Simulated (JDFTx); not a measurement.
Run report: CsSnI$_{3}$, single-point calculation

The run: single-point calculation of CsSnI$_{3}$ (Pm-3m, 5 atoms in the cell). Method and program: Kohn-Sham DFT of a periodic cell, PBE, PseudoDojo-SR-PBE-0.5-standard, no spin polarisation (JDFTx 1.7.0 (patched build)).

The structure derives from an entry of the Crystallography Open Database.

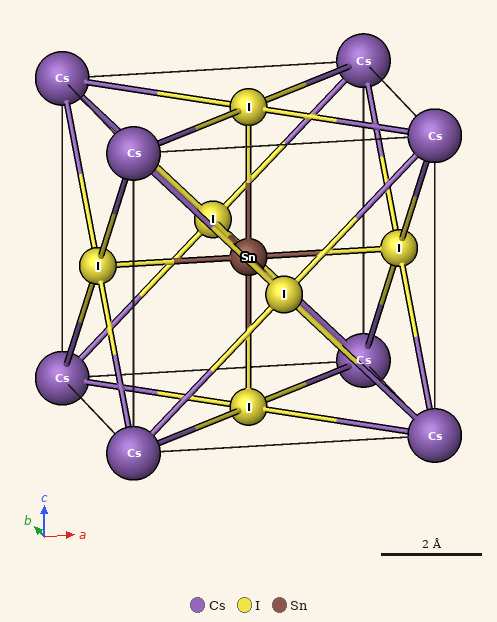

Figure 1. The structure as given in the input (ball-and-stick view of the cell of the calculation, seen slightly off an axis). Near neighbours in the crystal (not all of them lie inside the picture): Cs has 12 I at 4.39 Å; I has 4 Cs at 4.39 Å and 2 Sn at 3.10 Å; Sn has 6 I at 3.10 Å.

The input
```
lattice \
    6.2057000000     0.0000000000     0.0000000000 \
    0.0000000000     6.2057000000     0.0000000000 \
    0.0000000000     0.0000000000     6.2057000000
latt-scale 1.889726124626 1.889726124626 1.889726124626
coords-type Lattice
ion Cs     0.0000000000     0.0000000000     0.0000000000 1
ion I      0.5000000000     0.5000000000     0.0000000000 1
ion I      0.5000000000     0.0000000000     0.5000000000 1
ion I      0.0000000000     0.5000000000     0.5000000000 1
ion Sn     0.5000000000     0.5000000000     0.5000000000 1

ion-species pseudo/Cs.upf
ion-species pseudo/I.upf
ion-species pseudo/Sn.upf
elec-cutoff 36 288
elec-ex-corr gga-PBE
kpoint-folding 5 5 5
elec-smearing Gauss 0.00020212127
elec-n-bands 30
electronic-SCF nIterations 100 energyDiffThreshold 1e-09
electronic-minimize nIterations 30 energyDiffThreshold 1e-7
converge-empty-states yes
forces-output-coords Cartesian

dump-name run.$VAR
dump End Ecomponents EigStats BandEigs Kpoints Forces Stress
```

Run on 1 thread of Intel Xeon (Sapphire Rapids), 64 GiB of memory available, shared host.

Command:
```bash
jdftx -c 1 -i CsSnI3.in -o CsSnI3.out
```

The program's output
```
*************** JDFTx 1.7.0 (patched build) ***************

Input parsed successfully to the following command list (including defaults):
[... the input with its defaults ...]

---------- Setting up symmetries ----------

Found 48 point-group symmetries of the bravais lattice
Found 48 space-group symmetries with basis
Applied RMS atom displacement 0 bohrs to make symmetries exact.

---------- Initializing the Grid ----------
R =
[      11.7271            0            0  ]
[            0      11.7271            0  ]
[            0            0      11.7271  ]
unit cell volume = 1612.76
G =
[   0.535785          0          0  ]
[          0   0.535785          0  ]
[          0          0   0.535785  ]
Minimum fftbox size, Smin = [  92  92  92  ]
Chosen fftbox size, S = [  96  96  96  ]

---------- Initializing tighter grid for wavefunction operations ----------
R =
[      11.7271            0            0  ]
[            0      11.7271            0  ]
[            0            0      11.7271  ]
unit cell volume = 1612.76
G =
[   0.535785          0          0  ]
[          0   0.535785          0  ]
[          0          0   0.535785  ]
Minimum fftbox size, Smin = [  64  64  64  ]
Chosen fftbox size, S = [  64  64  64  ]

---------- Exchange Correlation functional ----------
Initalized PBE GGA exchange.
Initalized PBE GGA correlation.

---------- Setting up pseudopotentials ----------
Width of ionic core gaussian charges (only for fluid interactions / plotting) set to 0

Reading pseudopotential file 'pseudo/Cs.upf':
  'Cs' pseudopotential, 'PBE' functional
  Generated using ONCVPSP code by D. R. Hamann
  9 valence electrons, 3 orbitals, 8 projectors, 1001 radial grid points, with lMax = 3
    5S    l: 0   occupation:  2.0   eigenvalue: -0.982388
    5P    l: 1   occupation:  6.0   eigenvalue: -0.496786
    6S    l: 0   occupation:  1.0   eigenvalue: -0.076670
  WARNING: large normalization error in atomic orbital 2s (integral: 0.961980).
  Core radius for overlap checks: 2.04 bohrs.

Reading pseudopotential file 'pseudo/I.upf':
  'I' pseudopotential, 'PBE' functional
  Generated using ONCVPSP code by D. R. Hamann
  7 valence electrons, 2 orbitals, 8 projectors, 1001 radial grid points, with lMax = 3
    5S    l: 0   occupation:  2.0   eigenvalue: -0.639713
    5P    l: 1   occupation:  5.0   eigenvalue: -0.260404
  Core radius for overlap checks: 2.22 bohrs.

Reading pseudopotential file 'pseudo/Sn.upf':
  'Sn' pseudopotential, 'PBE' functional
  Generated using ONCVPSP code by D. R. Hamann
  14 valence electrons, 3 orbitals, 6 projectors, 1001 radial grid points, with lMax = 2
    4D    l: 2   occupation: 10.0   eigenvalue: -0.949566
    5S    l: 0   occupation:  2.0   eigenvalue: -0.387678
    5P    l: 1   occupation:  2.0   eigenvalue: -0.135764
  Core radius for overlap checks: 2.33 bohrs.

Initialized 3 species with 5 total atoms.

Folded 1 k-points by 5x5x5 to 125 k-points.

---------- Setting up k-points, bands, fillings ----------
Reduced to 10 k-points under symmetry.
Computing the number of bands and number of electrons
Calculating initial fillings.
nElectrons:  44.000000   nBands: 30   nStates: 10

----- Setting up reduced wavefunction bases (one per k-point) -----
average nbasis = 16642.232 , ideal nbasis = 16638.596

---------- Setting up ewald sum ----------
Optimum gaussian width for ewald sums = 3.577706 bohr.
Real space sum over 729 unit cells with max indices [  4  4  4  ]
Reciprocal space sum over 2197 terms with max indices [  6  6  6  ]

---------- Allocating electronic variables ----------
Initializing wave functions:  linear combination of atomic orbitals
Note: number of bands (30) exceeds available atomic orbitals (26)
Cs pseudo-atom occupations:   s ( 2 1 )  p ( 6 )
I pseudo-atom occupations:   s ( 2 )  p ( 5 )
Sn pseudo-atom occupations:   s ( 2 )  p ( 2 )  d ( 10 )
	FillingsUpdate:  mu: +0.130097726  nElectrons: 44.000000
LCAOMinimize: Iter:   0  F: -123.1156774084789873  |grad|_K:  2.445e-03  alpha:  1.000e+00
	FillingsUpdate:  mu: +0.139043943  nElectrons: 44.000000
LCAOMinimize: Iter:   1  F: -123.1330760427725295  |grad|_K:  2.218e-04  alpha:  5.481e-01  linmin: -2.133e-01  cgtest:  7.512e-01
LCAOMinimize: Encountered beta<0, resetting CG.
[... 7 lines of inner loops ...]
	FillingsUpdate:  mu: +0.139127822  nElectrons: 44.000000
LCAOMinimize: Iter:   5  F: -123.1332403850029493  |grad|_K:  1.292e-08  alpha:  7.679e-01  linmin: -5.757e-03  cgtest:  4.074e-02
LCAOMinimize: Encountered beta<0, resetting CG.
LCAOMinimize: Converged (|Delta F|<1.000000e-06 for 2 iters).

-------- Electronic minimization -----------
Will mix electronic density at each iteration.
	FillingsUpdate:  mu: +0.139127822  nElectrons: 44.000000
	FillingsUpdate:  mu: +0.128053258  nElectrons: 44.000000
SCF: Cycle:  0   F: -123.199180530245826   dF: -6.594e-02   |Residual|: 8.335e-02   |deigs|: 9.781e-02
	FillingsUpdate:  mu: +0.128301656  nElectrons: 44.000000
SCF: Cycle:  1   F: -123.211124868313988   dF: -1.194e-02   |Residual|: 3.907e-02   |deigs|: 1.184e-02
	FillingsUpdate:  mu: +0.128725797  nElectrons: 44.000000
SCF: Cycle:  2   F: -123.213769454053889   dF: -2.645e-03   |Residual|: 7.875e-03   |deigs|: 5.552e-03
	FillingsUpdate:  mu: +0.128479768  nElectrons: 44.000000
SCF: Cycle:  3   F: -123.213832411423965   dF: -6.296e-05   |Residual|: 2.706e-03   |deigs|: 1.244e-03
	FillingsUpdate:  mu: +0.128130366  nElectrons: 44.000000
SCF: Cycle:  4   F: -123.213852128320724   dF: -1.972e-05   |Residual|: 1.490e-03   |deigs|: 7.597e-04
	FillingsUpdate:  mu: +0.127928970  nElectrons: 44.000000
SCF: Cycle:  5   F: -123.213859148882335   dF: -7.021e-06   |Residual|: 4.098e-04   |deigs|: 2.374e-04
	FillingsUpdate:  mu: +0.127786742  nElectrons: 44.000000
SCF: Cycle:  6   F: -123.213863006562462   dF: -3.858e-06   |Residual|: 2.246e-04   |deigs|: 1.859e-04
	FillingsUpdate:  mu: +0.127764170  nElectrons: 44.000000
SCF: Cycle:  7   F: -123.213865306477686   dF: -2.300e-06   |Residual|: 1.952e-04   |deigs|: 1.082e-04
	FillingsUpdate:  mu: +0.127752534  nElectrons: 44.000000
SCF: Cycle:  8   F: -123.213867287040529   dF: -1.981e-06   |Residual|: 4.992e-05   |deigs|: 5.399e-04
	FillingsUpdate:  mu: +0.127750365  nElectrons: 44.000000
SCF: Cycle:  9   F: -123.213868486380036   dF: -1.199e-06   |Residual|: 3.508e-05   |deigs|: 1.608e-04
	FillingsUpdate:  mu: +0.127746483  nElectrons: 44.000000
SCF: Cycle: 10   F: -123.213869679282709   dF: -1.193e-06   |Residual|: 1.703e-05   |deigs|: 1.073e-04
	FillingsUpdate:  mu: +0.127745717  nElectrons: 44.000000
SCF: Cycle: 11   F: -123.213870288761299   dF: -6.095e-07   |Residual|: 1.236e-05   |deigs|: 3.886e-05
	FillingsUpdate:  mu: +0.127745044  nElectrons: 44.000000
SCF: Cycle: 12   F: -123.213870841681242   dF: -5.529e-07   |Residual|: 1.160e-05   |deigs|: 9.275e-05
	FillingsUpdate:  mu: +0.127744590  nElectrons: 44.000000
SCF: Cycle: 13   F: -123.213871167582425   dF: -3.259e-07   |Residual|: 9.125e-06   |deigs|: 4.923e-05
	FillingsUpdate:  mu: +0.127743922  nElectrons: 44.000000
SCF: Cycle: 14   F: -123.213871525023649   dF: -3.574e-07   |Residual|: 6.738e-06   |deigs|: 3.261e-05
	FillingsUpdate:  mu: +0.127743726  nElectrons: 44.000000
SCF: Cycle: 15   F: -123.213871696778924   dF: -1.718e-07   |Residual|: 1.025e-05   |deigs|: 2.056e-05
	FillingsUpdate:  mu: +0.127742633  nElectrons: 44.000000
SCF: Cycle: 16   F: -123.213871882355036   dF: -1.856e-07   |Residual|: 4.871e-06   |deigs|: 4.306e-05
	FillingsUpdate:  mu: +0.127743281  nElectrons: 44.000000
SCF: Cycle: 17   F: -123.213871974561783   dF: -9.221e-08   |Residual|: 5.832e-06   |deigs|: 1.957e-05
	FillingsUpdate:  mu: +0.127742936  nElectrons: 44.000000
SCF: Cycle: 18   F: -123.213872073793652   dF: -9.923e-08   |Residual|: 5.794e-06   |deigs|: 1.478e-05
	FillingsUpdate:  mu: +0.127742936  nElectrons: 44.000000
SCF: Cycle: 19   F: -123.213872124883210   dF: -5.109e-08   |Residual|: 6.681e-06   |deigs|: 1.108e-05
	FillingsUpdate:  mu: +0.127743006  nElectrons: 44.000000
SCF: Cycle: 20   F: -123.213872179237569   dF: -5.435e-08   |Residual|: 8.325e-06   |deigs|: 2.310e-05
	FillingsUpdate:  mu: +0.127742757  nElectrons: 44.000000
SCF: Cycle: 21   F: -123.213872208657079   dF: -2.942e-08   |Residual|: 5.824e-06   |deigs|: 1.049e-05
	FillingsUpdate:  mu: +0.127742758  nElectrons: 44.000000
SCF: Cycle: 22   F: -123.213872241349662   dF: -3.269e-08   |Residual|: 6.827e-06   |deigs|: 1.367e-05
	FillingsUpdate:  mu: +0.127742623  nElectrons: 44.000000
SCF: Cycle: 23   F: -123.213872258276126   dF: -1.693e-08   |Residual|: 6.493e-06   |deigs|: 6.684e-06
	FillingsUpdate:  mu: +0.127741969  nElectrons: 44.000000
SCF: Cycle: 24   F: -123.213872275707942   dF: -1.743e-08   |Residual|: 5.556e-06   |deigs|: 5.254e-06
	FillingsUpdate:  mu: +0.127742155  nElectrons: 44.000000
SCF: Cycle: 25   F: -123.213872285936077   dF: -1.023e-08   |Residual|: 5.360e-06   |deigs|: 4.005e-06
	FillingsUpdate:  mu: +0.127742127  nElectrons: 44.000000
SCF: Cycle: 26   F: -123.213872296616017   dF: -1.068e-08   |Residual|: 5.240e-06   |deigs|: 5.466e-06
	FillingsUpdate:  mu: +0.127742087  nElectrons: 44.000000
SCF: Cycle: 27   F: -123.213872302804702   dF: -6.189e-09   |Residual|: 5.702e-06   |deigs|: 3.306e-06
	FillingsUpdate:  mu: +0.127741977  nElectrons: 44.000000
SCF: Cycle: 28   F: -123.213872309779305   dF: -6.975e-09   |Residual|: 5.764e-06   |deigs|: 4.413e-06
	FillingsUpdate:  mu: +0.127742139  nElectrons: 44.000000
SCF: Cycle: 29   F: -123.213872313526380   dF: -3.747e-09   |Residual|: 5.613e-06   |deigs|: 3.297e-06
	FillingsUpdate:  mu: +0.127742535  nElectrons: 44.000000
SCF: Cycle: 30   F: -123.213872318284871   dF: -4.758e-09   |Residual|: 6.799e-06   |deigs|: 5.701e-06
	FillingsUpdate:  mu: +0.127742610  nElectrons: 44.000000
SCF: Cycle: 31   F: -123.213872320525510   dF: -2.241e-09   |Residual|: 6.458e-06   |deigs|: 3.113e-06
	FillingsUpdate:  mu: +0.127741792  nElectrons: 44.000000
SCF: Cycle: 32   F: -123.213872323462851   dF: -2.937e-09   |Residual|: 4.305e-06   |deigs|: 6.754e-06
	FillingsUpdate:  mu: +0.127742028  nElectrons: 44.000000
SCF: Cycle: 33   F: -123.213872324833360   dF: -1.371e-09   |Residual|: 2.041e-06   |deigs|: 3.748e-06
	FillingsUpdate:  mu: +0.127742068  nElectrons: 44.000000
SCF: Cycle: 34   F: -123.213872326485870   dF: -1.653e-09   |Residual|: 1.684e-06   |deigs|: 7.935e-06
	FillingsUpdate:  mu: +0.127742066  nElectrons: 44.000000
SCF: Cycle: 35   F: -123.213872327410485   dF: -9.246e-10   |Residual|: 7.632e-07   |deigs|: 4.980e-06
	FillingsUpdate:  mu: +0.127742119  nElectrons: 44.000000
SCF: Cycle: 36   F: -123.213872328317137   dF: -9.067e-10   |Residual|: 4.951e-07   |deigs|: 4.104e-06
SCF: Converged (|Delta E|<1.000000e-09 for 2 iters).

Setting wave functions to eigenvectors of Hamiltonian
Converging empty states (this may take a while):
EmptyStates: None of the convergence criteria satisfied.
|deigs|: 1.696e-04

# Stress tensor in Cartesian coordinates [Eh/a0^3]:
[ -1.76412e-05            0            0  ]
[            0 -1.76412e-05            0  ]
[            0            0 -1.76412e-05  ]

# Ionic positions in lattice coordinates:
ion Cs   0.000000000000000   0.000000000000000   0.000000000000000 1
ion I   0.500000000000000   0.500000000000000   0.000000000000000 1
ion I   0.500000000000000   0.000000000000000   0.500000000000000 1
ion I   0.000000000000000   0.500000000000000   0.500000000000000 1
ion Sn   0.500000000000000   0.500000000000000   0.500000000000000 1

# Forces in Cartesian coordinates:
force Cs  -0.000000000000000  -0.000000000000000  -0.000000000000000 1
force I  -0.000000000000000  -0.000000000000000   0.000000000000000 1
force I  -0.000000000000000  -0.000000000000000   0.000000000000000 1
force I  -0.000000000000000   0.000000000000000  -0.000000000000000 1
force Sn   0.000000000000000  -0.000000000000000   0.000000000000000 1

# Energy components:
   Eewald =      -79.0037119754774864
       EH =       38.1149929963260305
     Eloc =     -107.7361941888015480
      Enl =      -13.3046481416487072
      Exc =      -40.8569547279686063
 Exc_core =       17.9612485567309434
       KE =       61.6113951525222205
-------------------------------------
     Etot =     -123.2138723283171373
       TS =        0.0000000000000001
-------------------------------------
        F =     -123.2138723283171373

IonicMinimize: Iter:   0  F: -123.213872328317137  |grad|_K:  1.353e-41
IonicMinimize: Converged (|grad|_K<1.000000e-04).

#--- Lowdin population analysis ---
# oxidation-state Cs +0.721
# oxidation-state I -0.273 -0.273 -0.273
# oxidation-state Sn +0.240

Dumping 'run.eigStats' ...
	eMin: -0.661511 at state 0 ( [ +0.000000 +0.000000 +0.000000 ] spin 0 )
	HOMO: +0.125677 at state 9 ( [ +0.400000 +0.400000 +0.400000 ] spin 0 )
	mu  : +0.127742
	LUMO: +0.189981 at state 9 ( [ +0.400000 +0.400000 +0.400000 ] spin 0 )
	eMax: +0.346787 at state 9 ( [ +0.400000 +0.400000 +0.400000 ] spin 0 )
	HOMO-LUMO gap: +0.064304
	Optical gap  : +0.064304 at state 9 ( [ +0.400000 +0.400000 +0.400000 ] spin 0 )
WARNING: the last solve of the electrons (or of bands or displaced states from it) ended unconverged.
Done!
```

Key numbers

```json
{"quantity": "outcome", "value": "converged"}
{"quantity": "space group (tolerance 0.01 Å)", "value": "Pm-3m (221)"}
{"quantity": "electrons treated", "value": "44"}
{"quantity": "free energy", "value": "−3352.8203 eV"}
{"quantity": "gap on the k-point mesh", "value": "1.75 eV"}
{"quantity": "pressure", "value": "0.52 GPa"}
{"quantity": "largest force (length of the vector)", "value": "under 0.001 eV/Å"}
{"quantity": "wall time", "value": "7.1 min"}
{"quantity": "peak memory", "value": "0.57 GiB"}
```

Notes

Notes on the run: WARNING: large normalization error in atomic orbital 2s (integral: 0.961980); WARNING: the last solve of the electrons (or of bands or displaced states from it) ended unconverged.
